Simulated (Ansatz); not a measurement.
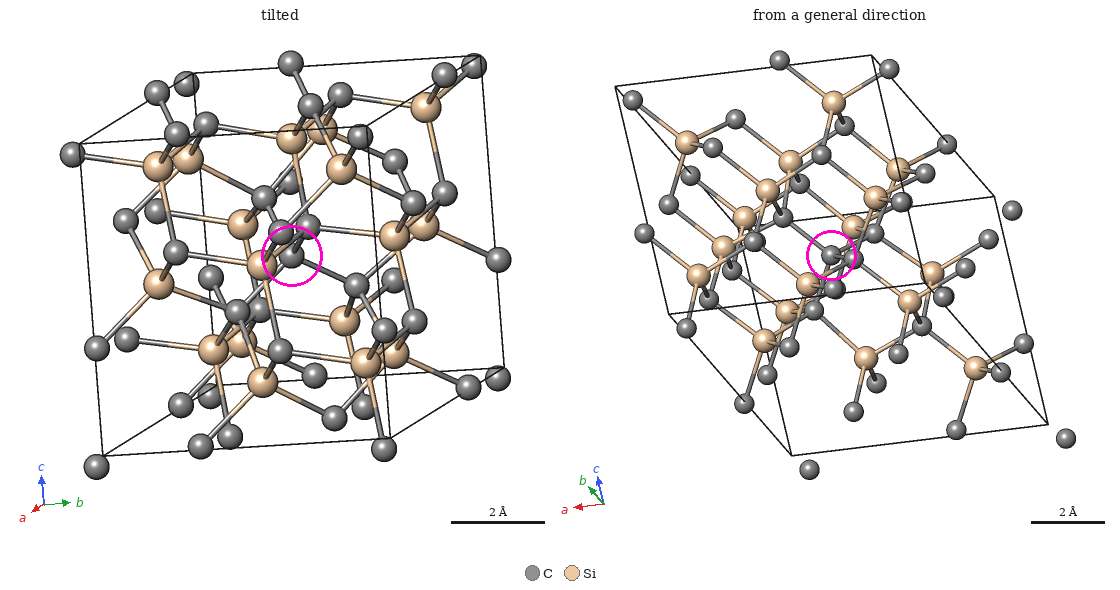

The image is a ball-and-stick drawing of a crystal, viewed slightly off an axis and from a general direction. The edges of the supercell are marked. The host is SiC, in a cell of 36 sites, and the cell is neutral. A ring marks the defect's site.

Question: Identify the point defect.

Answer: Carbon on a silicon site (an antisite). It is bonded to four C in a tetrahedral arrangement at about 1.7 Å.

The atoms were relaxed in the host's cell with DFT PBE, scalar-relativistic, plane waves, PAW in Ansatz 0.2.0.
